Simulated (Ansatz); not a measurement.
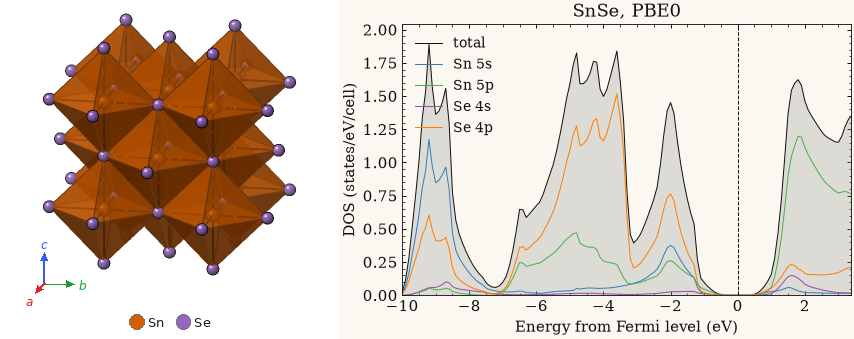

Density of states, beside the structure. Energies are counted from the Fermi level. The partial curves are projected on Löwdin-orthogonalised atomic shells.

Calculation on SnSe, space group Fm-3m (No. 225), 2 atoms in the cell.

Computed with Ansatz: DFT PBE0, scalar-relativistic, plane waves, PAW, no spin polarisation, 6×6×6 k mesh.

### Metal or insulator, going by the density of states?

There is a gap; over the k points computed it is 0.75 eV.

### What is the character of the states on either side of the gap?

By projected weight, the top eV of the valence band is Sn 5p (35 %), Se 4p (35 %) and Sn 5s (20 %); the bottom eV of the conduction band is Sn 5p (55 %) and Se 4p (25 %).
